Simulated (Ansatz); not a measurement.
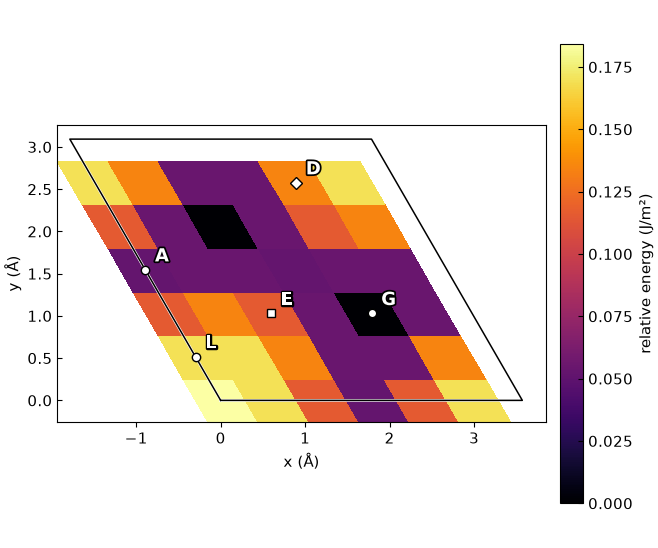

A bilayer of two As sheets, the upper one turned by 180 degrees about the normal (4 atoms in the cell). The upper layer of a bilayer is slid over the lower one; relaxed at each slide: the heights of all atoms; the origin of the map has As3 above As2. Places are given modulo a cell vector. The map is drawn in real space over the plane of the slide. The grid has 6 × 6 points; 7 points were computed and 29 follow by symmetry. Energies: J/m², counted from the lowest grid point. The relaxed layer distance jumps between some neighbouring points. All numbers below come from Ansatz 0.2.0, DFT PBE+D3(BJ), scalar-relativistic, plane waves, PAW. Settings: cutoff 420 eV, k-mesh 9×9×1, gaussian smearing 0.05 eV, no spin polarisation.

In the figure: one coloured cell a grid point, the outline of one cell of the plane, lettered points.

Is L the lowest point of the computed grid?

Answer. No. L lies 0.169 J/m² above the lowest grid point, which is at (2/6, 4/6) of the cell vectors.

Rank the lettered points by energy, lowest first.

Answer. G (0.000 J/m²), A (0.052 J/m²), E (0.116 J/m²), D (0.134 J/m²), L (0.169 J/m²).
